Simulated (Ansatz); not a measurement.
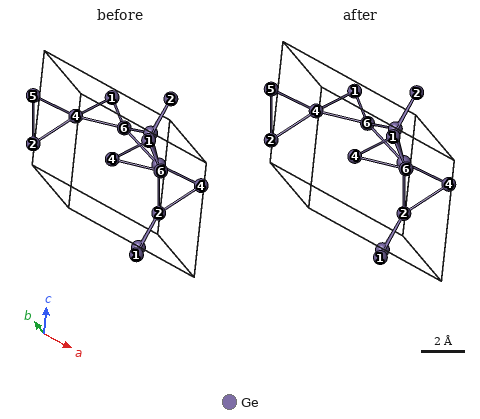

The structure of a crystal of Ge (a generated structure, set up in I4_132) (coarse preliminary run) before (left) and after (right) a relaxation, at one scale.

A ball-and-stick model of the cell of the calculation, seen slightly off an axis.

Theory: Ansatz 0.2.0, DFT PBE, scalar-relativistic, plane waves, PAW. (plane-wave cutoff 420 eV; k-point mesh 4 × 4 × 4; occupations gaussian; smearing width 0.1 eV; no spin polarisation; cell and atoms relaxed; force threshold 0.04 eV/Å; at most 70 steps)

Describe what moved and what it gained.

No atom moves by more than 0.005 Å relative to the cell. The volume changes by +18.3 %, with a = b = c 6.788 → 7.179 Å (+5.8 %). Near-neighbour distances that change, for instance: Ge–Ge 2.400 → 2.538 Å. The space group stays I4_132 (No. 214). After 3 accepted moves (5 points after the start) the energy has fallen by 108 meV per atom. All forces vanish by symmetry, so only the cell relaxes. The pressure goes from 5.49 to 0.02 GPa. The SCF was repeated twice at an unchanged geometry on a basis and grid sized afresh for the cell, which shifted the energy by 1.2 meV per atom at most. Cost: 34 s on 1 thread of AMD EPYC 7R43 64-Core Processor (Zen 3), on a shared host, peak memory 0.52 GiB.
